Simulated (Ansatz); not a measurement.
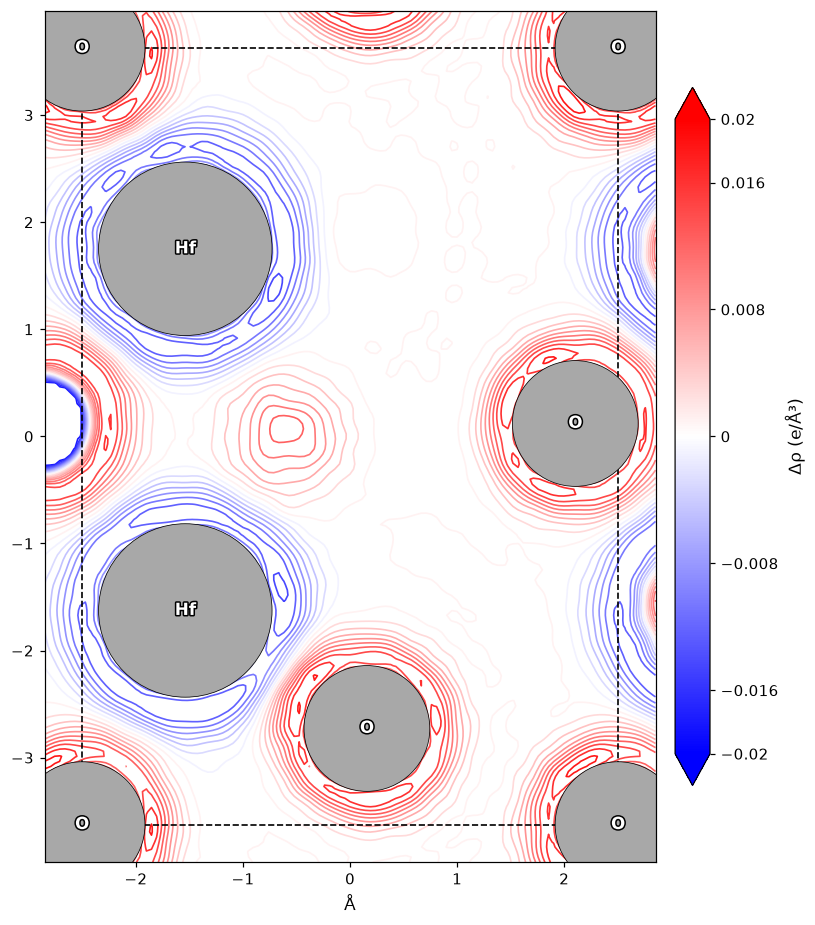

HfO2. Difference of the valence pseudo-densities of two functionals at the same geometry, on the (101) plane of the calculation cell: one of BLYP and r2SCAN less the other.

Both computed with Ansatz (plane waves, PAW), on the same k-point mesh. Grey discs cover the atomic cores.

```cif
data_structure
_symmetry_space_group_name_H-M 'P 1'
_symmetry_Int_Tables_number 1
_cell_length_a 5.2195
_cell_length_b 5.0048
_cell_length_c 5.0327
_cell_angle_alpha 90.000
_cell_angle_beta 90.000
_cell_angle_gamma 90.000
_cell_volume 131.46
loop_
_atom_site_label
_atom_site_type_symbol
_atom_site_fract_x
_atom_site_fract_y
_atom_site_fract_z
_atom_site_occupancy
Hf1 Hf 0.96699 0.73252 0.74144 1
Hf2 Hf 0.53301 0.73252 0.24144 1
Hf3 Hf 0.46699 0.26748 0.74144 1
Hf4 Hf 0.03301 0.26748 0.24144 1
O1 O 0.63213 0.92865 0.87927 1
O2 O 0.86787 0.92865 0.37927 1
O3 O 0.23395 0.53988 0.49229 1
O4 O 0.26605 0.53988 0.99229 1
O5 O 0.76605 0.46012 0.99229 1
O6 O 0.73395 0.46012 0.49229 1
O7 O 0.13213 0.07135 0.87927 1
O8 O 0.36787 0.07135 0.37927 1
```

**Which was subtracted from which, and what does the map show?**

It is r2SCAN less BLYP. Against BLYP, r2SCAN gives less density around Hf (−0.005 e/Å³ on average at 1.2 Å from the nucleus), more density around O (+0.015 e/Å³ on average at 0.7 Å from the nucleus), more density in the space between the atoms (+0.003 e/Å³ on average) and a change of −0.006 e/Å³ at the midpoint of Hf–O, −0.007 e/Å³ at the midpoint of Hf–O and −0.008 e/Å³ at the midpoint of Hf–O.
